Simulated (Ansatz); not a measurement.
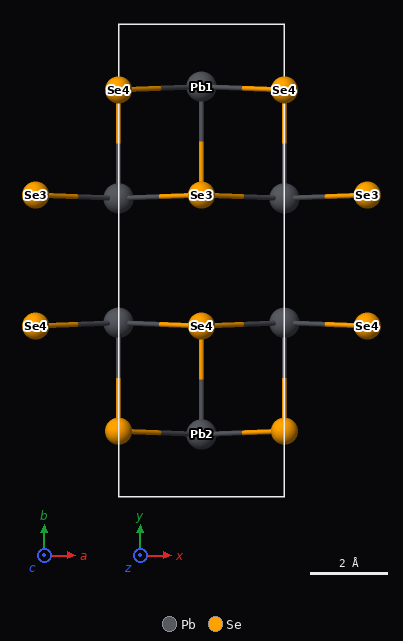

Energy scan for a crystal of PbSe (Cmcm), in which the cell is strained along x and oppositely along y, with the atoms kept at their fractional coordinates. x, y and z are the Cartesian axes of the input. The picture shows the reference cell. The picture is a ball-and-stick view of the conventional cell (2 times the calculation's cell), repeated 1 × 1 × 1 with one cell outlined, seen along the c axis. Lengths and directions refer to the drawn axes.

Computed with DFT LDA, scalar-relativistic, plane waves, PAW (Ansatz). (plane-wave cutoff 420 eV; k-point mesh 8 × 8 × 6; occupations gaussian; smearing width 0.05 eV; no spin polarisation). Energies (free energies at the smearing named) are counted from the cell as listed in its source, which wasn't relaxed.

```xyz
4
Lattice="2.1549 -6.1339 0.0000 2.1549 6.1339 0.0000 0.0000 0.0000 4.4505" Properties=species:S:1:pos:R:3 pbc="T T T"
Pb    2.1549   -1.6164    3.3379
Pb    2.1549    1.6164    1.1126
Se    2.1549   -4.4323    3.3379
Se    2.1549    4.4323    1.1126
```

Question: What energies does the calculation give (the strain: −0.020, −0.010, 0.000, 0.005, 0.015)?

Answer:
```csv
strain,ΔE (meV/atom)
−0.020,3.27
−0.010,0.45
0.000,0.00
0.005,0.70
0.015,4.02
```

Of the computed points the lowest is at the strain 0.00, 0.00 meV/atom. The unrelaxed reference is under a pressure of −3.3 GPa. The distortion keeps the space group Cmcm. At the strain −0.02 the cell of the drawing goes a 4.310 → 4.224 Å, b 12.268 → 12.513 Å.

The computed profile:

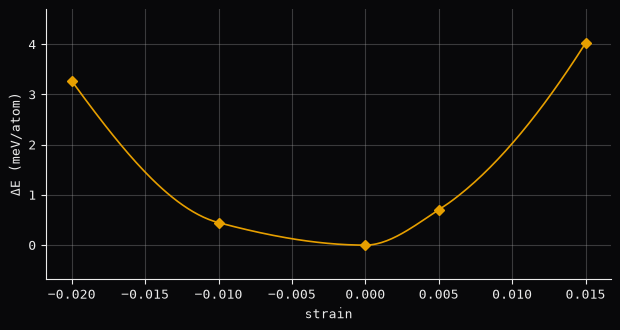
